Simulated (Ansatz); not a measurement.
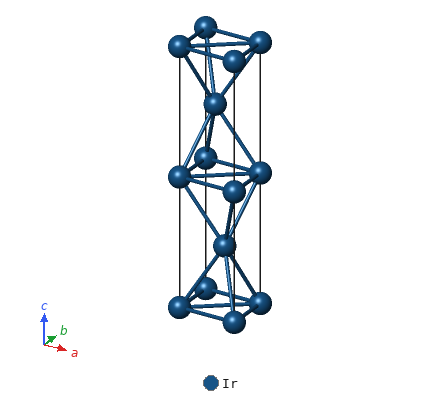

Ir (P6_3/mmc, No. 194): coordinates from a relaxation with DFT r2SCAN, scalar-relativistic, plane waves, PAW in Ansatz 0.2.0; the starting structure was generated, so it need not be a known form of this composition.

```cif
data_structure
_symmetry_space_group_name_H-M 'P6_3/mmc'
_symmetry_Int_Tables_number 194
_cell_length_a 2.7208
_cell_length_b 2.7208
_cell_length_c 8.8770
_cell_angle_alpha 90.000
_cell_angle_beta 90.000
_cell_angle_gamma 120.000
_cell_volume 56.91
loop_
_atom_site_label
_atom_site_type_symbol
_atom_site_symmetry_multiplicity
_atom_site_Wyckoff_symbol
_atom_site_fract_x
_atom_site_fract_y
_atom_site_fract_z
_atom_site_occupancy
Ir1 Ir 2 a 0.00000 0.00000 0.00000 1
Ir2 Ir 2 d 0.33333 0.66667 0.75000 1
```

Q: What will a dark-field STEM-like image along [101] show? Simulation: incoherent imaging, intensity Z^1.8 per atom, probe width 0.53 Å, thin sample. The display is stretched by a gamma of 0.65; percentages refer to the linear signal. The speckle of an amorphous layer was added.

A: The columns repeat on a centred rectangular net of 2.60 × 4.71 Å (plane group c2mm). All columns are alike (Ir). The shortest distance between visible columns is 0.79 Å in projection. Along the beam the structure repeats every 9.28 Å.

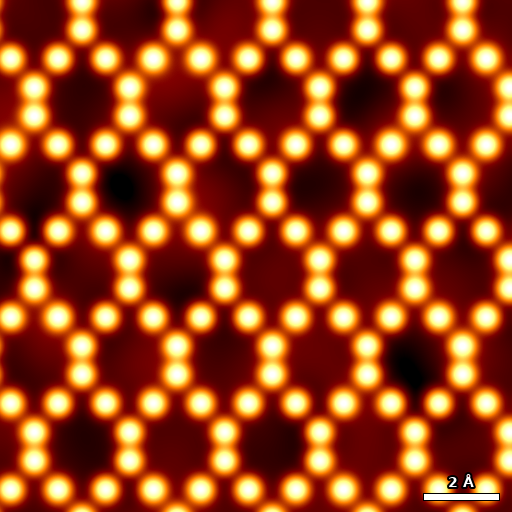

The simulated image.
